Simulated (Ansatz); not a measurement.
# Single-point calculation, with input and output: Ti

The run: single-point calculation of Ti (P-1, 6 atoms in the cell). Method and program: DFT PBEsol, scalar-relativistic, plane waves, PAW, PAW set soft_1, no spin polarisation (Ansatz 0.2.0).

The structure derives from an entry of the Crystallography Open Database. Figures and captions count atoms from 1; the log counts them from 0 in places.

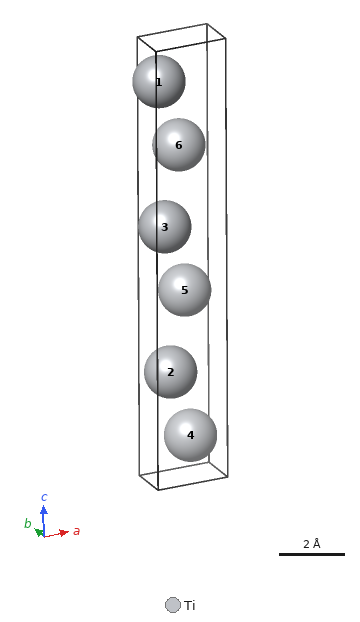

**Figure 1.** The input geometry (spheres-only view of the cell of the calculation, set on other vectors, seen slightly off an axis; atoms are numbered from 1 in the order of the input). An atom can appear more than once, as a periodic image.

## The input
```yaml
crystal:
  lattice:
    - [-1.4500939102, -2.5116363282, 0.0]
    - [1.4500939102, -2.5116363282, 0.0]
    - [0.3222430912, -0.5581414063, 13.7724327553]
  atoms:
    - { symbol: Ti, position: [0.6666666667, 0.4629592593, 0.9166833333] }
    - { symbol: Ti, position: [0.6666666667, 0.6111074074, 0.2500166667] }
    - { symbol: Ti, position: [0.6666666667, 0.5370333333, 0.58335] }
    - { symbol: Ti, position: [0.3333333333, 0.3148111111, 0.08335] }
    - { symbol: Ti, position: [0.3333333333, 0.240737037, 0.4166833333] }
    - { symbol: Ti, position: [0.3333333333, 0.166662963, 0.7500166667] }
basis:
  ecutwfc: 520.0
kpoints:
  mp_grid: { grid: [17, 17, 4] }
hamiltonian:
  xc: pbesol
  pseudopotentials: { kind: paw, azcp: { folder: soft_1 } }
scf:
  occupations: { method: gaussian, width: 0.15 }
output:
  forces: true
  stress: true
  eigenvalues: true
  write_density: true
  write_potential: true
  elf: true
  volumetric_format: npy
```

Hardware: 4 threads of Arm Neoverse V2, 24 GiB of memory available, shared host.

Launched with:
```bash
ansatz run input.yaml --threads 4 --pin off --max-ram 8192MiB --backend cpu --events-out ev --progress --plain --runs-dir out
```

## Log
```
Warning: [file] the record states the generating functional pbe (its physics header spells it `PBE`), which answers neither for hamiltonian.xc's functional nor for the pbesol family's — results may be inconsistent (PPs are generated against a specific XC)
Engine: ansatz 0.2.0, aarch64-unknown-linux-gnu
Pseudopotentials: kind: paw
Pseudopotential: Ti, paw, valence charge 12, recommended cutoff 420 eV (normal), [file]
Functional definition: PBEsol
  exchange = pbesol_x
  correlation = pbesol_c
Crystal: 6 atoms, lattice volume = 100.321 Å³
Basis set: ecut = 520 eV, 2757 PW (Γ), exchange–correlation on 48×48×216 points (8 copies of the dense FFT grid, shifted against one another)
Bands: 44, of which v1, the nominal top of the filled ones, is band 36 counted from 1 (35 counted from 0)
Symmetry: 2 space group operations
Space group: P-1 (ITA 2), of the structure as read, at distance tolerance 4.6e-5 Å
k-points: 579 of 1156
Non-local potential: Ti, projectors of the file, l = 0: 3, l = 1: 2, l = 2: 3, l = 3: 1
PAW form: soft (Blöchl's): semilocal exchange-correlation on the pseudo side does not see the compensation charge
PAW frozen core: Ti, regenerated for the run's functional, and the local potential with it (the file was generated under x = pbe(κ = 0.804, μ = 0.2195149727645171), c = pbe(β = 0.06672455060314922))
PAW one-centre angular grid: Ti, 590 points (default); XC on 64 Gauss nodes
Initial density: superposition of atomic densities (chi_scale 0.1, normalization cell)
Initial wavefunctions: pseudopotential atomic-orbital guess
Functional: x = pbesol(κ = 0.804, μ = 0.12345679012345678), c = pbesol(β = 0.046)
SCF iter   1: F=—  HF=-14844.678732 eV  |F-HF|=—  |Δ(HF+E_count)|=         —  Δρ=6.29e-2  dr2=4.96e0  ethr=3.10e-3  ⟨swp⟩=5.5  Hψ=86255  notcnv=0
preconditioner: auto → Kerker (q_TF=auto, 2.582 Å⁻¹)  [metal: Δε(μ)=0.002 eV  Ē_g=2.742 eV  σ=0.150 eV  W_gap=0.01  n_scr=28 (ndim 8)  ℏωp=18.2 eV  f_vac=0.000  D(μ)=5.98/eV (n_scr^D=68)]
SCF iter   2: F=—  HF=-14843.588872 eV  |F-HF|=—  |Δ(HF+E_count)|=    1.09e0  Δρ=2.86e-2  dr2=1.09e0  ethr=3.10e-3  ⟨swp⟩=2.7  Hψ=46205  notcnv=0  defer=414
SCF iter   3: F=—  HF=-14843.315930 eV  |F-HF|=—  |Δ(HF+E_count)|=   2.73e-1  Δρ=5.27e-3  dr2=2.18e-2  ethr=1.51e-3  ⟨swp⟩=2.1  Hψ=35781  notcnv=0  defer=413
SCF iter   4: F=—  HF=-14843.315781 eV  |F-HF|=—  |Δ(HF+E_count)|=   1.49e-4  Δρ=1.04e-3  dr2=1.07e-3  ethr=3.03e-5  ⟨swp⟩=2.1  Hψ=35610  notcnv=0  defer=383
SCF iter   5: F=—  HF=-14843.315707 eV  |F-HF|=—  |Δ(HF+E_count)|=   7.37e-5  Δρ=2.12e-4  dr2=3.98e-5  ethr=1.49e-6  ⟨swp⟩=2.3  Hψ=31277  notcnv=0  defer=375
SCF iter   6: F=—  HF=-14843.315712 eV  |F-HF|=—  |Δ(HF+E_count)|=   5.24e-6  Δρ=5.23e-5  dr2=2.74e-6  ethr=5.53e-8  ⟨swp⟩=2.0  Hψ=32609  notcnv=0  defer=375
SCF iter   7: F=—  HF=-14843.315712 eV  |F-HF|=—  |Δ(HF+E_count)|=   5.02e-7  Δρ=9.77e-6  dr2=1.62e-7  ethr=3.80e-9  ⟨swp⟩=3.0  Hψ=50354  notcnv=0  defer=374
SCF iter   8: F=-14843.315712 eV  HF=-14843.315712 eV  |F-HF|=8.34e-9  |Δ(HF+E_count)|=   1.98e-8  Δρ=3.06e-6  dr2=1.08e-8  ethr=1.39e-10  ⟨swp⟩=10.3  Hψ=139014  notcnv=0
SCF 1 converged in 8 iterations: F = -14843.315712 eV  dr2 = 1.08e-8
  greatest PAW one-centre occupation: 0.999 electrons in one spin orbital (limit 2), on the Ti atom at site 4 (counted from 0), in its partial waves of l = 0
SCF converged after 8 iterations
Free energy (F): -14843.315712 eV
Harris-Foulkes:  -14843.315712 eV  (|F-HF|=8.34e-9)
Internal energy: -14843.235342 eV  (E = F + TS)
E sigma→0 (E₀):  -14843.275527 eV
Entropy (-TS):   -0.080370 eV (-13.395 meV/atom)
Fermi energy:    13.704195 eV
--- Per-component energies (eV) ---
  E_band       = -906.555035
  E_kinetic    = 1691.460693
  E_local      = -5122.982164  (includes V_loc(G=0)·N_el)
  E_nonlocal   = 372.177107
  E_hartree    = 2033.994021
  E_xc         = -692.539033
  E_vxc        = -871.300659  (∫ρ·V_xc dr)
  E_paw        = -6104.777750  (= ΣΔE_a)
  E_vpaw       = -1043.891212  (= ΣTr[D̂ρ^β])
  E_aug_tail   = -0.000178  (compensation charges beyond the density's cutoff)
  E_ewald      = -7021.404344
  E_core_change = 0.836307  (= ΣΔE_core)
  E_smearing   = -0.080370  (= −TS)
  E_closure    = 0.000000  (closes the sum)
  Σ components = -14843.315712   (vs F -14843.315712, Δ=0.00e0)
--- Forces (eV/Å), atoms counted from 1 ---
  atom   1  Ti     0.08256222    -0.29675212    -0.25890600
  atom   2  Ti    -0.00219627     0.02214901    -0.05784414
  atom   3  Ti     0.00269844    -0.00215976     0.02397482
  atom   4  Ti    -0.08256222     0.29675212     0.25890600
  atom   5  Ti    -0.00269844     0.00215976    -0.02397482
  atom   6  Ti     0.00219627    -0.02214901     0.05784414
  max |Σ_I F_I| component: 3.47e-17 eV/Å
--- Stress (GPa, compression-positive) ---
       -1.313731       0.153289      -0.339281
        0.153289       0.544842       1.267907
       -0.339281       1.267906       0.265917
  P = ⅓ Tr σ = -0.1677 GPa (-1.677 kbar)
--- Band table (eV; the first three rows and the last of 579) ---
  k-point 0: bands = ["-42.7760", "-42.7326", "-42.6931", "-42.6434", "-42.6031", "-42.5052", "-19.5235", "-19.3152", "-19.3127", "-18.9218", "-18.8705", "-18.8122", "-18.8078", "-18.7820", "-18.7772", "-18.7501", "-18.7418", "-18.7194", "-18.7166", "-18.6627", "-18.6548", "-18.6343", "-18.6118", "-18.5509", "7.4996", "8.4097", "8.4438", "10.3428", "10.3750", "11.0167", "13.7560", "13.8026", "13.9739", "14.1801", "14.3732", "14.3760", "14.4108", "14.4115", "14.5307", "14.5341", "14.5977", "14.6612", "14.7034", "14.7250"]
  k-point 1: bands = ["-42.7754", "-42.7352", "-42.6885", "-42.6475", "-42.6016", "-42.5053", "-19.5106", "-19.3980", "-19.2146", "-18.9986", "-18.8150", "-18.8118", "-18.8079", "-18.7823", "-18.7769", "-18.7488", "-18.7425", "-18.7203", "-18.7160", "-18.6627", "-18.6583", "-18.6369", "-18.6117", "-18.5522", "7.5596", "8.0379", "8.8930", "9.9122", "10.6847", "10.9941", "13.7121", "13.9120", "13.9765", "14.2196", "14.3847", "14.3892", "14.4161", "14.4300", "14.4884", "14.5217", "14.5485", "14.5771", "14.6524", "14.7607"]
  k-point 2: bands = ["-42.7748", "-42.7375", "-42.6834", "-42.6522", "-42.6002", "-42.5054", "-19.4849", "-19.4480", "-19.1199", "-19.0922", "-18.8119", "-18.8081", "-18.7874", "-18.7778", "-18.7764", "-18.7476", "-18.7430", "-18.7214", "-18.7154", "-18.6655", "-18.6614", "-18.6390", "-18.6117", "-18.5536", "7.7063", "7.7798", "9.4002", "9.4067", "10.8382", "10.9442", "13.7207", "13.8521", "14.2287", "14.2468", "14.3118", "14.4041", "14.4061", "14.4231", "14.4263", "14.4886", "14.5115", "14.5289", "14.6254", "14.7672"]
  k-point 578: bands = ["-42.6416", "-42.6243", "-42.6071", "-42.5984", "-42.5126", "-42.4482", "-19.4313", "-19.4180", "-19.3712", "-19.3188", "-19.2641", "-19.1913", "-19.1488", "-19.0308", "-18.9744", "-18.9470", "-18.9290", "-18.9073", "-18.8795", "-18.8432", "-18.8235", "-18.7833", "-18.7325", "-18.6451", "11.0385", "11.0524", "11.3186", "11.3251", "11.5189", "11.6761", "12.0099", "12.5393", "12.7008", "12.7908", "12.9908", "13.1035", "14.1574", "14.4774", "14.4914", "14.5251", "14.8583", "15.0395", "15.0820", "15.1453"]
```

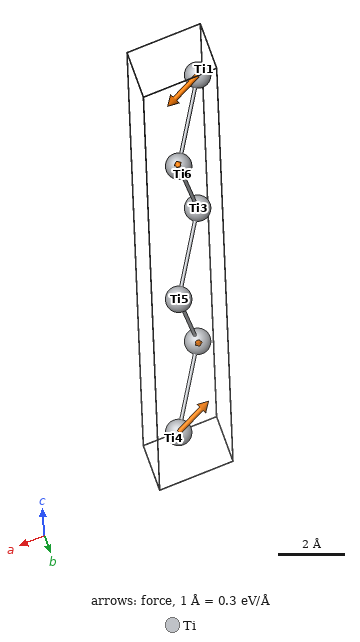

**Figure 2.** Forces on the atoms as orange arrows (ball-and-stick view of the cell of the calculation, set on other vectors, seen at an oblique angle; atoms are numbered from 1 in the order of the input); the smallest are left out. The largest act on Ti1, Ti4 (0.40 eV/Å). The geometry is not a stationary point of this energy.

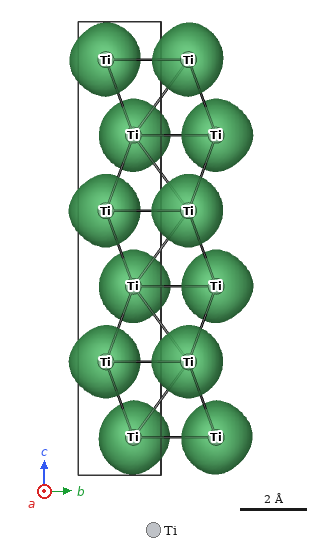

**Figure 3.** Isosurface of the valence electron density at 0.3 e/Å³ (green), seen along the a axis. Sticks mark near contacts. The outline is the cell set on symmetry axes. At this value the density breaks into separate islands; it holds about 80 % of the electrons treated as valence (semicore included). It is pinched off along the Ti–Ti (2.57 Å), Ti–Ti (2.84 Å) and Ti–Ti (2.90 Å) contacts. On the grid the lowest density along these lines, outside the cores, is 0.25 e/Å³ (Ti–Ti, 2.57 Å), 0.2 e/Å³ (Ti–Ti, 2.84 Å) and 0.2 e/Å³ (Ti–Ti, 2.90 Å). The fields are those of the smooth PAW valence density.

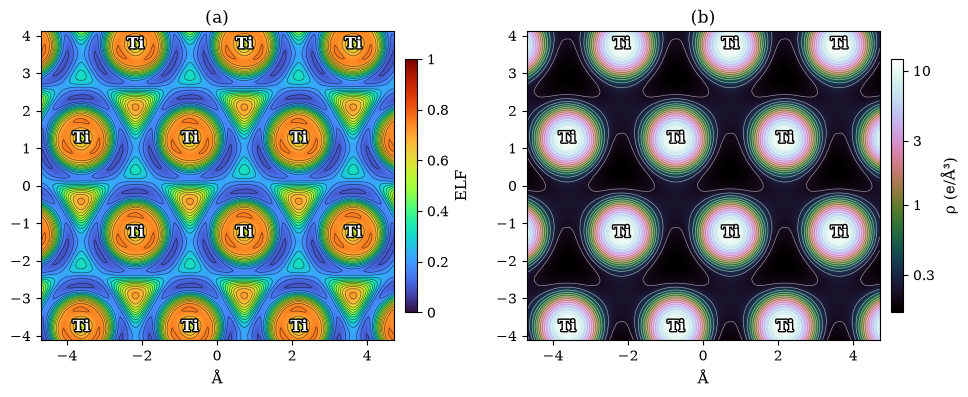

**Figure 4.** (a) electron localisation function; (b) valence charge density (pseudo) on the (001) plane of the conventional cell. The section cuts through Ti sites. Ti–Ti (2.90 Å): ρ is about 0.2 e/Å³ halfway; the ELF is about 0.25 at the midpoint (no shared electron pair). Away from the nuclei the density in this plane falls to 0.16 e/Å³ at its lowest. The strong features right at Ti lie inside the PAW spheres (semicore, d or f shells) and say nothing about bonding.

## Summary

```csv
quantity,value
outcome,converged
space group (tolerance 0.01 Å),P-1 (2)
electrons treated,72
free energy,−14843.3157 eV
Fermi energy,13.704 eV
gap on the k-point mesh,none (metallic)
pressure,−0.17 GPa
largest force (length of the vector),0.402 eV/Å
wall time,56 s (CPU time 3.7 min)
peak memory,2.2 GiB
```

The program warns: the PAW datasets were made with another functional.
